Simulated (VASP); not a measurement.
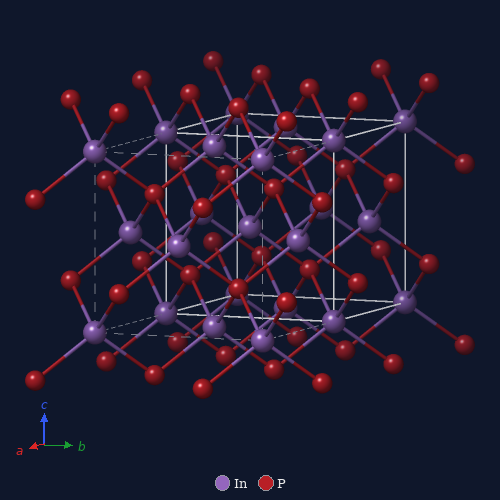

The compound is InP (space group F-43m, No. 216), taken as the end point of a relaxation with VASP Kohn-Sham DFT of a periodic cell, HSE06, VASP PAW PBE potentials, recommended (VASP 6.6.1).

Bonds are taken as In–P below 2.9 Å. Atoms with one bond or none are removed and atoms with two bonds are replaced by edges, until no such atom is left.

**What kind of net remains, and which atoms are its nodes?**

A uninodal 4-connected, three-periodic net: In and P are 4-connected nodes.

**Does the net have a name?**

It is the dia net, known from diamond, zinc blende and cristobalite.

**Is the net interpenetrated?**

It is a single net, without interpenetration.

**How many nodes does the smallest cycle have?**

Six.

**Give the first six terms of the coordination sequence (nodes one, two, three … edges away).**

In and P: 4, 12, 24, 42, 64, 92.
